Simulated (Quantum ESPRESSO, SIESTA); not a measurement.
# Birch–Murnaghan line for zincblende ZnSe, QE, PBEsol

Calculated with Quantum ESPRESSO 7.5: PBEsol; plane waves, GBRV 1.5 ultrasoft, 45/270 Ry; k-mesh 7×7×7. The volume is changed in steps from typed lattice constants. V0 = 22.275 Å³ an atom is where a Birch–Murnaghan fit to this level's pressures, the withheld one apart, crosses zero; rows within 2.5 % of V0 are left out, since F is ill-conditioned there. The typed cell is scaled evenly, with no relaxation, and each row is a single point.

| volume (Å³/atom) | pressure (GPa) |
| --- | --- |
| 23.167 | -2.432 |
| 23.64 | -3.45 |
| 24.113 | -4.359 |
| 24.586 | -5.189 |
| 25.058 | ? |
| 25.531 | -6.517 |

**Question.** Fit the third-order Birch–Murnaghan equation to the rows given and interpolate to the withheld row.

**Working.**

Take the Eulerian strain f = ½[(V0/V)^(2/3) − 1] and the normalised pressure F = P / [3f(1 + 2f)^(5/2)]. The third-order Birch–Murnaghan equation is then the line F = B0 + (3/2)B0(B′ − 4) f, so u = f and v = F.

| u = f | v = F (GPa) |
| --- | --- |
| -0.0129181 | 66.9980 |
| -0.0194372 | 65.3302 |
| -0.0257424 | 64.4178 |
| -0.0318448 | 64.0287 |
| -0.0434694 | 62.7326 |

With n = 5: mean u = -0.0266824, mean v = 64.7015, Σ(u − ū)² = 5.513e-4, Σ(u − ū)(v − v̄) = 0.072424. Slope b = 0.072424 / 5.513e-4 = 131.37; intercept a = v̄ − b ū = 68.207.

So B0 = 68.21 GPa and B′ = 4 + 2b/(3a) = 5.28. At the withheld volume f = -0.03774, F = 63.25 GPa, and P = 3f(1 + 2f)^(5/2) F.

Prediction at 25.058: -5.886 GPa. The run gave -5.936 GPa, so the fit is high by 0.050 GPa (0.85 % of the value).

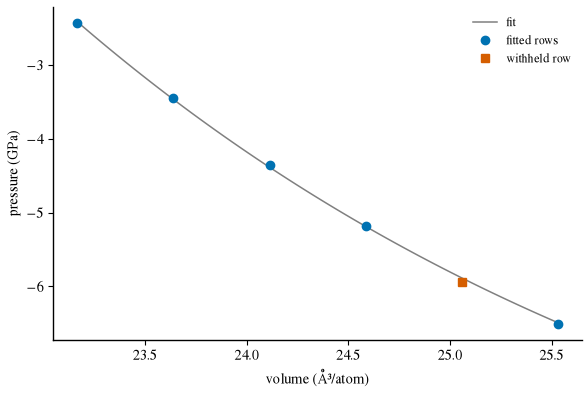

The fit, the rows that it rests on and the withheld row.

A fit to this level's energies over the whole scan gives V0 = 22.394 Å³, B0 = 65.20 GPa and B′ = 4.61. Among the rows given, the largest miss of the fit is at 24.113, by 0.028 GPa (0.67 % of the range of the table).

Limits: The nuclei are static. The DFT runs use Fermi–Dirac occupations of width 0.01 eV, and energies are free energies.

[Hosts, paths, dates, database ids (printed as entryN), source tags and the programs' standing remarks are cut or masked in the printed files.]
